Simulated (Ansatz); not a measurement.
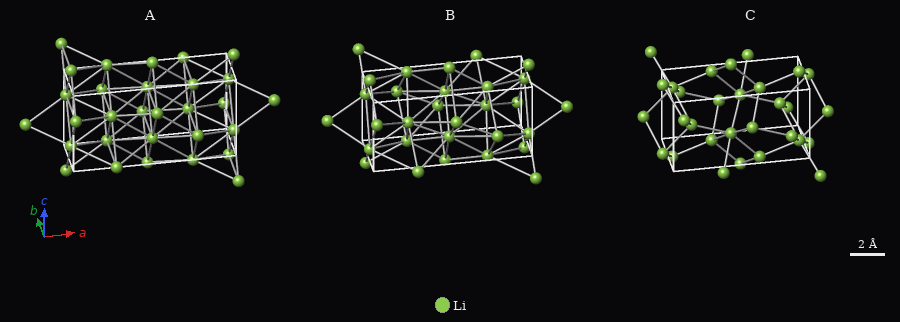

3 geometries from one relaxation of a crystal of Li (a generated structure, set up in Pnma), in shuffled order. Style: ball-and-stick. Shown: the cell of the calculation, from a free direction.

The calculation used DFT PBE, scalar-relativistic, plane waves, PAW (Ansatz 0.2.0). Settings: plane-wave cutoff 420 eV; k-point mesh 6 × 10 × 8; occupations gaussian; smearing width 0.1 eV; no spin polarisation; cell and atoms relaxed; force threshold 0.01 eV/Å; at most 80 steps.

> Order the frames from highest to lowest energy.

C, B, A. They are steps 0, 4, 14, at +1.929 eV per cell of the calculation, +0.446 eV per cell of the calculation relative to the last. The largest moves relative to the cell, 1.00 Å, are those of Li atoms. Cell: a 8.266 → 9.862 Å (+19.3 %), b 3.825 → 3.120 Å (−18.4 %), c 4.802 → 5.258 Å (+9.5 %). Volume +6.6 %. Near-neighbour distances that change, for instance: Li–Li 3.978 → 3.051 Å, Li–Li 3.878 → 3.034 Å, Li–Li 3.825 → 3.120 Å, Li–Li 2.527 → 3.047 Å. Bond angles that change, for instance: Li–Li–Li 176.6° → 119.7°, Li–Li–Li 102.3° → 60.2°, Li–Li–Li 77.7° → 119.8°. The space group stays Pnma (No. 62). The energy falls by 1.929 eV per cell of the calculation in 12 accepted moves (14 points after the start). Largest force component: 0.31 eV/Å at the start, 0.0094 eV/Å at the end. Pressure: 2.01 GPa at the start and −0.01 GPa at the end. At 2 points the geometry stayed and the basis and grid were re-selected for the new cell (energy shift of 2.7 meV per cell of the calculation at most each time).
